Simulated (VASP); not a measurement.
## Run report: BaTiO3, geometry relaxation (part 1 of 3)

- system: BaTiO3 (P4mm, 5 atoms in the cell)
- method: Kohn-Sham DFT of a periodic cell, AM05, VASP PAW PBE potentials, recommended, no spin polarisation (VASP 6.6.1)

The structure derives from an entry of the Crystallography Open Database.

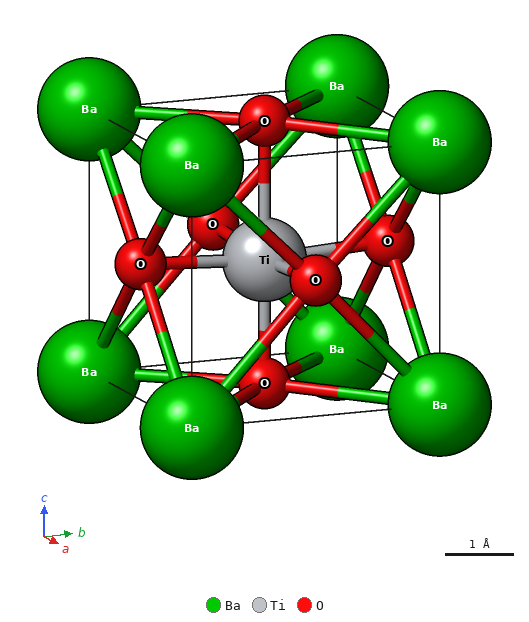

Fig. 1: The starting structure (ball-and-stick view of the cell of the calculation, seen slightly off an axis).

**Summary**

- outcome: converged
- space group (tolerance 0.01 Å): P4mm (99)
- electrons treated: 40
- free energy: −40.8040 eV
- Fermi energy: 4.116 eV
- gap on the k-point mesh: 1.77 eV
- pressure: 0.09 GPa
- final volume: 64.55 Å³
- largest force (length of the vector) at the end: 0.006 eV/Å
- final cell: a = 3.966 Å, b = 3.966 Å, c = 4.104 Å, α = 90.00°, β = 90.00°, γ = 90.00°
- hardware: 2 threads of Intel Xeon (Granite Rapids), 360 GiB of memory available, shared host
- wall time: 5.7 min (CPU time 11 min)
- peak memory: 0.28 GiB

**INCAR**
```
SYSTEM = BaTiO3
  PREC = Accurate
  ENCUT = 600
  EDIFF = 1E-6
  ISMEAR = 0
  SIGMA = 0.03
  LREAL = .False.
  LASPH = .True.
  NELM = 80
  ALGO = Normal
  ISIF = 3
  LWAVE = .False.
  LCHARG = .False.
  GGA = AM
  IBRION = 2
  NSW = 90
  EDIFFG = -0.01
  KPAR = 2
```

**KPOINTS**
```
Automatic mesh
0
Gamma
  8 8 8
  0 0 0
```

**POSCAR**
```
BaTiO3
1.0
    3.9998000000      0.0000000000      0.0000000000
    0.0000000000      3.9998000000      0.0000000000
    0.0000000000      0.0000000000      4.0180000000
Ba Ti O
1 1 3
Direct
    0.0000000000      0.0000000000      0.0000000000
    0.5000000000      0.5000000000      0.4900000000
    0.5000000000      0.5000000000      0.0190000000
    0.5000000000      0.0000000000      0.5170000000
    0.0000000000      0.5000000000      0.5170000000
```

Command:
```bash
cat potpaw_PBE.64/Ba_sv/POTCAR potpaw_PBE.64/Ti_sv/POTCAR potpaw_PBE.64/O/POTCAR > POTCAR
mpirun -np 2 vasp_std > vasp.out
```

**OSZICAR**
```
N       E                     dE             d eps       ncg     rms          rms(c)
DAV:   1     0.490950988313E+03    0.49095E+03   -0.23136E+04  3600   0.201E+03
DAV:   2     0.829780221307E+01   -0.48265E+03   -0.47529E+03  4328   0.520E+02
DAV:   3    -0.483474454130E+02   -0.56645E+02   -0.54223E+02  5248   0.159E+02
DAV:   4    -0.508297381702E+02   -0.24823E+01   -0.24809E+01  5200   0.317E+01
DAV:   5    -0.509092700640E+02   -0.79532E-01   -0.79526E-01  5064   0.431E+00    0.227E+01
DAV:   6    -0.409550530383E+02    0.99542E+01   -0.69035E+01  5584   0.760E+01    0.993E+00
DAV:   7    -0.409405002899E+02    0.14553E-01   -0.11277E+01  4584   0.245E+01    0.648E+00
DAV:   8    -0.407780546475E+02    0.16245E+00   -0.12583E+00  4792   0.110E+01    0.243E+00
DAV:   9    -0.407949072814E+02   -0.16853E-01   -0.20508E-01  4552   0.320E+00    0.108E+00
DAV:  10    -0.407863203016E+02    0.85870E-02   -0.84029E-02  4880   0.267E+00    0.511E-01
DAV:  11    -0.407837994612E+02    0.25208E-02   -0.22127E-02  5288   0.113E+00    0.121E-01
DAV:  12    -0.407836756810E+02    0.12378E-03   -0.40622E-03  4440   0.605E-01    0.929E-02
DAV:  13    -0.407836060218E+02    0.69659E-04   -0.30698E-04  4808   0.134E-01    0.268E-02
DAV:  14    -0.407836027297E+02    0.32921E-05   -0.30961E-05  4728   0.341E-02    0.201E-02
DAV:  15    -0.407836033573E+02   -0.62761E-06   -0.26355E-06  3200   0.110E-02
   1 F= -.40783603E+02 E0= -.40783603E+02  d E =-.407836E+02
       N       E                     dE             d eps       ncg     rms          rms(c)
DAV:   1    -0.408464430892E+02   -0.62840E-01   -0.49708E+00  4040   0.234E+01    0.228E+00
DAV:   2    -0.407992768105E+02    0.47166E-01   -0.32229E-01  4232   0.491E+00    0.910E-01
DAV:   3    -0.407883671600E+02    0.10910E-01   -0.78998E-02  4360   0.196E+00    0.187E-01
DAV:   4    -0.407889818085E+02   -0.61465E-03   -0.12951E-02  4552   0.630E-01    0.168E-01
DAV:   5    -0.407891612321E+02   -0.17942E-03   -0.93835E-04  5512   0.254E-01    0.115E-01
DAV:   6    -0.407897003430E+02   -0.53911E-03   -0.84308E-04  5488   0.162E-01    0.682E-02
DAV:   7    -0.407898676084E+02   -0.16727E-03   -0.35302E-04  5744   0.134E-01    0.781E-03
DAV:   8    -0.407898714107E+02   -0.38023E-05   -0.21934E-05  4448   0.264E-02    0.550E-03
DAV:   9    -0.407898733883E+02   -0.19776E-05   -0.34911E-06  4376   0.128E-02    0.207E-03
DAV:  10    -0.407898733342E+02    0.54051E-07   -0.43032E-07  2008   0.599E-03
   2 F= -.40789873E+02 E0= -.40789873E+02  d E =-.626998E-02
       N       E                     dE             d eps       ncg     rms          rms(c)
DAV:   1    -0.407957424673E+02   -0.58691E-02   -0.40551E-01  4104   0.669E+00    0.653E-01
DAV:   2    -0.407919390404E+02    0.38034E-02   -0.26211E-02  4376   0.141E+00    0.260E-01
DAV:   3    -0.407910755533E+02    0.86349E-03   -0.66606E-03  4224   0.544E-01    0.667E-02
DAV:   4    -0.407910852449E+02   -0.96916E-05   -0.11332E-03  4976   0.195E-01    0.498E-02
DAV:   5    -0.407911077017E+02   -0.22457E-04   -0.84159E-05  5528   0.824E-02    0.336E-02
DAV:   6    -0.407911454270E+02   -0.37725E-04   -0.73030E-05  5600   0.467E-02    0.210E-02
DAV:   7    -0.407911546361E+02   -0.92090E-05   -0.22157E-05  5648   0.323E-02    0.520E-03
DAV:   8    -0.407911545835E+02    0.52613E-07   -0.19193E-06  3064   0.923E-03
   3 F= -.40791155E+02 E0= -.40791155E+02  d E =-.755123E-02
       N       E                     dE             d eps       ncg     rms          rms(c)
DAV:   1    -0.407953209124E+02   -0.41663E-02   -0.19257E+00  3632   0.143E+01    0.674E-01
DAV:   2    -0.407988598263E+02   -0.35389E-02   -0.13317E-01  3856   0.281E+00    0.385E-01
DAV:   3    -0.407971385756E+02    0.17213E-02   -0.13854E-02  4968   0.836E-01    0.194E-01
DAV:   4    -0.407964209787E+02    0.71760E-03   -0.30774E-03  5696   0.519E-01    0.103E-01
DAV:   5    -0.407963896102E+02    0.31368E-04   -0.42923E-04  5080   0.174E-01    0.491E-02
DAV:   6    -0.407963918640E+02   -0.22538E-05   -0.79810E-05  5768   0.620E-02    0.230E-02
DAV:   7    -0.407963936083E+02   -0.17443E-05   -0.10966E-05  4984   0.273E-02    0.886E-03
DAV:   8    -0.407963933665E+02    0.24181E-06   -0.25273E-06  3856   0.135E-02
   4 F= -.40796393E+02 E0= -.40796393E+02  d E =-.523878E-02
       N       E                     dE             d eps       ncg     rms          rms(c)
DAV:   1    -0.407961883203E+02    0.20529E-03   -0.52285E+00  3632   0.235E+01    0.110E+00
DAV:   2    -0.408059035324E+02   -0.97152E-02   -0.37076E-01  3872   0.472E+00    0.670E-01
DAV:   3    -0.408011272687E+02    0.47763E-02   -0.38802E-02  4904   0.141E+00    0.335E-01
DAV:   4    -0.407990110948E+02    0.21162E-02   -0.85577E-03  5680   0.875E-01    0.177E-01
DAV:   5    -0.407989231567E+02    0.87938E-04   -0.12956E-03  5016   0.292E-01    0.866E-02
DAV:   6    -0.407989286550E+02   -0.54984E-05   -0.21940E-04  5752   0.105E-01    0.411E-02
DAV:   7    -0.407989357360E+02   -0.70810E-05   -0.37139E-05  5096   0.481E-02    0.160E-02
DAV:   8    -0.407989364865E+02   -0.75051E-06   -0.93504E-06  4600   0.238E-02
   5 F= -.40798936E+02 E0= -.40798936E+02  d E =-.778190E-02
       N       E                     dE             d eps       ncg     rms          rms(c)
DAV:   1    -0.407989626555E+02   -0.26920E-04   -0.13217E-01  3648   0.376E+00    0.176E-01
DAV:   2    -0.407991821964E+02   -0.21954E-03   -0.91474E-03  3912   0.740E-01    0.105E-01
DAV:   3    -0.407990639717E+02    0.11822E-03   -0.93865E-04  5176   0.221E-01    0.520E-02
DAV:   4    -0.407990154127E+02    0.48559E-04   -0.20810E-04  5656   0.135E-01    0.291E-02
DAV:   5    -0.407990138501E+02    0.15626E-05   -0.31770E-05  5072   0.476E-02    0.133E-02
DAV:   6    -0.407990148584E+02   -0.10082E-05   -0.54029E-06  5488   0.160E-02    0.625E-03
DAV:   7    -0.407990155325E+02   -0.67416E-06   -0.65072E-07  2472   0.731E-03
   6 F= -.40799016E+02 E0= -.40799016E+02  d E =-.786095E-02
       N       E                     dE             d eps       ncg     rms          rms(c)
DAV:   1    -0.408083633841E+02   -0.93485E-02   -0.95254E-01  4184   0.116E+01    0.816E-01
DAV:   2    -0.408039922473E+02    0.43711E-02   -0.75958E-02  3752   0.236E+00    0.377E-01
DAV:   3    -0.408016919119E+02    0.23003E-02   -0.13679E-02  5320   0.783E-01    0.166E-01
DAV:   4    -0.408012625893E+02    0.42932E-03   -0.30490E-03  5664   0.447E-01    0.103E-01
DAV:   5    -0.408012592383E+02    0.33510E-05   -0.40648E-04  5248   0.176E-01    0.503E-02
DAV:   6    -0.408012688738E+02   -0.96354E-05   -0.14833E-04  5728   0.839E-02    0.259E-02
DAV:   7    -0.408012718423E+02   -0.29685E-05   -0.19890E-05  4336   0.352E-02    0.556E-03
DAV:   8    -0.408012717763E+02    0.66055E-07   -0.17391E-06  3752   0.937E-03
   7 F= -.40801272E+02 E0= -.40801272E+02  d E =-.225624E-02
       N       E                     dE             d eps       ncg     rms          rms(c)
DAV:   1    -0.408018148286E+02   -0.54299E-03   -0.60034E-02  4184   0.293E+00    0.205E-01
DAV:   2    -0.408015413464E+02    0.27348E-03   -0.47637E-03  3760   0.590E-01    0.943E-02
DAV:   3    -0.408013967056E+02    0.14464E-03   -0.84856E-04  5312   0.194E-01    0.409E-02
DAV:   4    -0.408013708317E+02    0.25874E-04   -0.18860E-04  5656   0.110E-01    0.259E-02
DAV:   5    -0.408013697872E+02    0.10445E-05   -0.25083E-05  5296   0.440E-02    0.127E-02
DAV:   6    -0.408013697422E+02    0.44949E-07   -0.90982E-06  5544   0.208E-02
   8 F= -.40801370E+02 E0= -.40801370E+02  d E =-.235421E-02
       N       E                     dE             d eps       ncg     rms          rms(c)
DAV:   1    -0.408005026211E+02    0.86717E-03   -0.51509E-01  4216   0.945E+00    0.333E-01
DAV:   2    -0.408032239440E+02   -0.27213E-02   -0.46796E-02  3632   0.158E+00    0.189E-01
DAV:   3    -0.408029055610E+02    0.31838E-03   -0.26512E-03  5200   0.375E-01    0.758E-02
DAV:   4    -0.408028417613E+02    0.63800E-04   -0.28198E-04  5456   0.133E-01    0.308E-02
DAV:   5    -0.408028400550E+02    0.17063E-05   -0.51468E-05  5728   0.576E-02    0.172E-02
DAV:   6    -0.408028428958E+02   -0.28408E-05   -0.10540E-05  5456   0.244E-02    0.882E-03
DAV:   7    -0.408028434718E+02   -0.57595E-06   -0.28063E-06  3280   0.159E-02
   9 F= -.40802843E+02 E0= -.40802843E+02  d E =-.147373E-02
       N       E                     dE             d eps       ncg     rms          rms(c)
DAV:   1    -0.408021137738E+02    0.72912E-03   -0.22536E-01  4216   0.626E+00    0.221E-01
DAV:   2    -0.408033011795E+02   -0.11874E-02   -0.20421E-02  3640   0.105E+00    0.126E-01
DAV:   3    -0.408031640922E+02    0.13709E-03   -0.11599E-03  5208   0.248E-01    0.504E-02
DAV:   4    -0.408031376674E+02    0.26425E-04   -0.12210E-04  5488   0.875E-02    0.207E-02
DAV:   5    -0.408031374199E+02    0.24751E-06   -0.22539E-05  5728   0.381E-02    0.115E-02
DAV:   6    -0.408031389549E+02   -0.15351E-05   -0.45496E-06  4568   0.161E-02    0.565E-03
DAV:   7    -0.408031393209E+02   -0.36598E-06   -0.10993E-06  2344   0.104E-02
  10 F= -.40803139E+02 E0= -.40803139E+02  d E =-.176958E-02
       N       E                     dE             d eps       ncg     rms          rms(c)
DAV:   1    -0.408035701338E+02   -0.43118E-03   -0.88984E-02  3600   0.259E+00    0.127E-01
DAV:   2    -0.408036075302E+02   -0.37396E-04   -0.41485E-03  4208   0.524E-01    0.700E-02
DAV:   3    -0.408035600018E+02    0.47528E-04   -0.43179E-04  5104   0.147E-01    0.318E-02
DAV:   4    -0.408035459000E+02    0.14102E-04   -0.95565E-05  5000   0.881E-02    0.195E-02
DAV:   5    -0.408035455881E+02    0.31188E-06   -0.13894E-05  5096   0.308E-02    0.990E-03
DAV:   6    -0.408035459455E+02   -0.35739E-06   -0.27467E-06  3776   0.965E-03
  11 F= -.40803546E+02 E0= -.40803546E+02  d E =-.406625E-03
       N       E                     dE             d eps       ncg     rms          rms(c)
DAV:   1    -0.408039619759E+02   -0.41639E-03   -0.43997E-01  3600   0.575E+00    0.280E-01
DAV:   2    -0.408041480834E+02   -0.18611E-03   -0.20557E-02  4208   0.117E+00    0.158E-01
DAV:   3    -0.408039113487E+02    0.23673E-03   -0.21547E-03  5120   0.331E-01    0.718E-02
DAV:   4    -0.408038397857E+02    0.71563E-04   -0.48270E-04  5040   0.199E-01    0.445E-02
DAV:   5    -0.408038399894E+02   -0.20367E-06   -0.71404E-05  5248   0.688E-02    0.229E-02
DAV:   6    -0.408038434924E+02   -0.35030E-05   -0.14501E-05  5456   0.215E-02    0.139E-02
DAV:   7    -0.408038446450E+02   -0.11525E-05   -0.51071E-06  4480   0.155E-02    0.387E-03
DAV:   8    -0.408038444510E+02    0.19397E-06   -0.94705E-07  2480   0.613E-03
  12 F= -.40803844E+02 E0= -.40803844E+02  d E =-.705130E-03
       N       E                     dE             d eps       ncg     rms          rms(c)
DAV:   1    -0.408043690115E+02   -0.52437E-03   -0.10127E-01  4224   0.317E+00    0.212E-01
DAV:   2    -0.408041999441E+02    0.16907E-03   -0.56814E-03  3776   0.608E-01    0.104E-01
DAV:   3    -0.408039929031E+02    0.20704E-03   -0.79324E-04  5472   0.207E-01    0.346E-02
DAV:   4    -0.408039789277E+02    0.13975E-04   -0.14273E-04  5240   0.816E-02    0.228E-02
DAV:   5    -0.408039760334E+02    0.28942E-05   -0.21134E-05  5000   0.454E-02    0.976E-03
DAV:   6    -0.408039756640E+02    0.36940E-06   -0.62968E-06  4584   0.208E-02
  13 F= -.40803976E+02 E0= -.40803976E+02  d E =-.131213E-03
       N       E                     dE             d eps       ncg     rms          rms(c)
DAV:   1    -0.408039991919E+02   -0.23158E-04   -0.34399E-03  4224   0.582E-01    0.402E-02
DAV:   2    -0.408039919708E+02    0.72212E-05   -0.19320E-04  3752   0.113E-01    0.199E-02
DAV:   3    -0.408039843262E+02    0.76445E-05   -0.27573E-05  5368   0.379E-02    0.659E-03
DAV:   4    -0.408039838354E+02    0.49081E-06   -0.49492E-06  3984   0.163E-02
  14 F= -.40803984E+02 E0= -.40803984E+02  d E =-.139384E-03
       N       E                     dE             d eps       ncg     rms          rms(c)
DAV:   1    -0.408039853639E+02   -0.10377E-05   -0.34177E-04  4224   0.186E-01    0.129E-02
DAV:   2    -0.408039843897E+02    0.97423E-06   -0.19044E-05  3904   0.355E-02    0.637E-03
DAV:   3    -0.408039836129E+02    0.77673E-06   -0.25495E-06  3536   0.129E-02
  15 F= -.40803984E+02 E0= -.40803984E+02  d E =-.139162E-03
       N       E                     dE             d eps       ncg     rms          rms(c)
DAV:   1    -0.408044932922E+02   -0.50890E-03   -0.17959E-02  4240   0.139E+00    0.184E-01
DAV:   2    -0.408040832399E+02    0.41005E-03   -0.15632E-03  4312   0.390E-01    0.685E-02
DAV:   3    -0.408040117583E+02    0.71482E-04   -0.54979E-04  4856   0.145E-01    0.273E-02
DAV:   4    -0.408040040481E+02    0.77102E-05   -0.10206E-04  5656   0.715E-02    0.166E-02
DAV:   5    -0.408040072524E+02   -0.32043E-05   -0.14337E-05  5232   0.297E-02    0.966E-03
DAV:   6    -0.408040097384E+02   -0.24860E-05   -0.68740E-06  5448   0.168E-02    0.706E-03
DAV:   7    -0.408040110382E+02   -0.12998E-05   -0.12074E-06  2560   0.831E-03    0.311E-03
DAV:   8    -0.408040114518E+02   -0.41362E-06   -0.56132E-07  1824   0.578E-03
  16 F= -.40804011E+02 E0= -.40804011E+02  d E =-.278389E-04
```

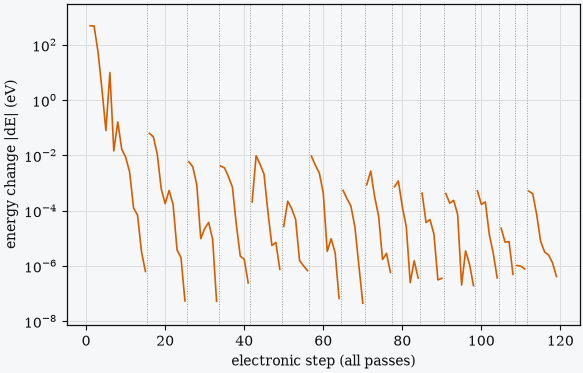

Fig. 2: Convergence of the self-consistent field: energy change |dE| against the electronic step. Each stretch between dotted lines is the SCF of one geometry step of a relaxation. The 16 ionic steps take 3 to 15 electronic steps each. The density is held fixed in the first few steps, and dE rises again when its update begins.

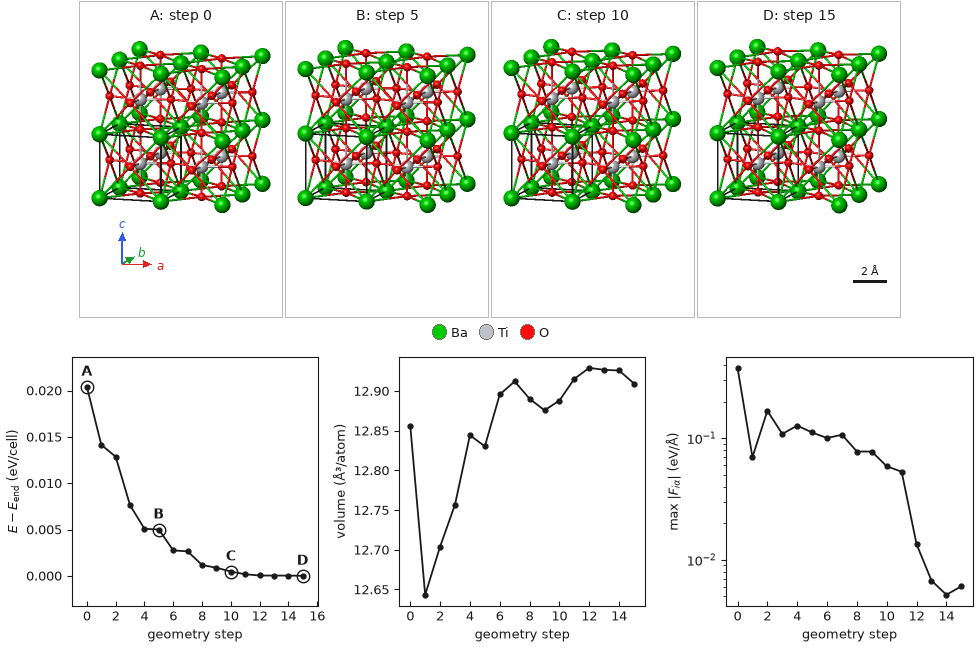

Fig. 3: Frames of the relaxation (ball-and-stick view of the cell of the calculation, repeated 2 × 2 × 2, seen slightly off an axis) above the curves, on which the letters mark them (steps are counted from 0).

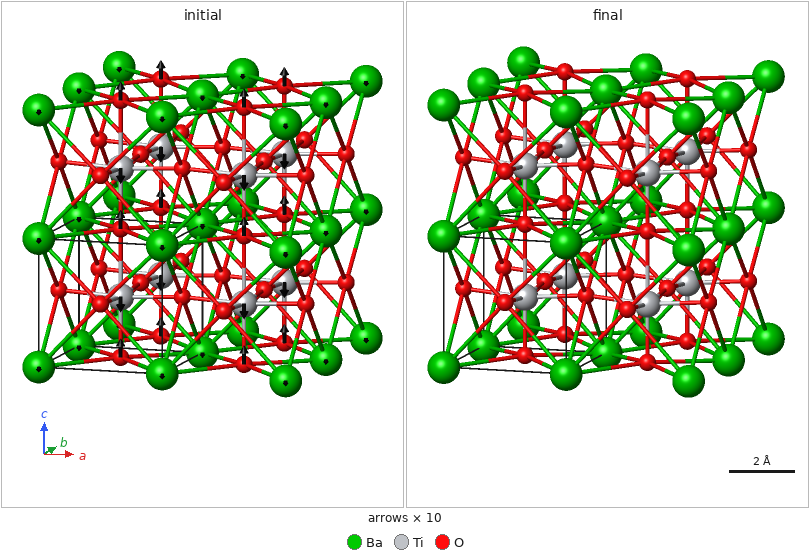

Fig. 4: Before (left) and after (right) the relaxation, at one scale (ball-and-stick view of the cell of the calculation, repeated 2 × 2 × 2, seen slightly off an axis). The black arrows give the displacements (without the part carried along by the change of the cell), magnified 10 times. O3 moves most relative to the cell: 0.060 Å. By element the largest moves are O 0.060 Å, Ti 0.049 Å, Ba 0.017 Å. Cell: a = b 4.000 → 3.966 Å (−0.9 %), c 4.018 → 4.104 Å (+2.1 %). Volume +0.4 %. Among the contacts that change: Ti2–O3 2.126 → 2.281 Å, Ba1–O4 2.884 → 2.919 Å, Ba1–O3 2.829 → 2.809 Å, Ti2–O4 2.003 → 1.990 Å. Among the angles that change: Ba1–O3–Ba1 176.9° → 173.7°, O4–Ti2–O4 173.8° → 170.6°, Ti2–O4–Ti2 173.8° → 170.6°. The space group stays P4mm (No. 99). The energy falls by 20.4 meV per cell of the calculation in 15 geometry steps. The largest force component goes from 0.38 to 0.0061 eV/Å. (Atoms are counted from 1 in the order of the input.)

**Parts of OUTCAR**
```
SYSTEM = BaTiO3
   PREC = Accurate
   ENCUT = 600
   EDIFF = 1E-6
   ISMEAR = 0
   LREAL = .False.
   LASPH = .True.
   NELM = 80
   ISIF = 3
   GGA = AM
   IBRION = 2
   NSW = 90
   EDIFFG = -0.01

 ion  position               nearest neighbor table
   1  0.000  0.000  0.000-   4 2.79   5 2.79   5 2.79   4 2.79   3 2.83   3 2.83   3 2.83   3 2.83
                             4 2.88   5 2.88   5 2.88   4 2.88   2 3.45   2 3.45   2 3.45   2 3.45
   2  0.500  0.500  0.490-   3 1.89   4 2.00   5 2.00   4 2.00   5 2.00   3 2.13   1 3.45   1 3.45
                             1 3.45   1 3.45   1 3.49   1 3.49   1 3.49   1 3.49
   3  0.500  0.500  0.019-   2 1.89   2 2.13   1 2.83   1 2.83   1 2.83   1 2.83
   4  0.500  0.000  0.517-   2 2.00   2 2.00   1 2.79   1 2.79   1 2.88   1 2.88
   5  0.000  0.500  0.517-   2 2.00   2 2.00   1 2.79   1 2.79   1 2.88   1 2.88

  LATTYP: Found a simple tetragonal cell.
 ALAT       =     3.9998000000
 C/A-ratio  =     1.0045502275

  Lattice vectors:

 A1 = (   3.9998000000,   0.0000000000,   0.0000000000)
 A2 = (   0.0000000000,   3.9998000000,   0.0000000000)
 A3 = (   0.0000000000,   0.0000000000,   4.0180000000)
```
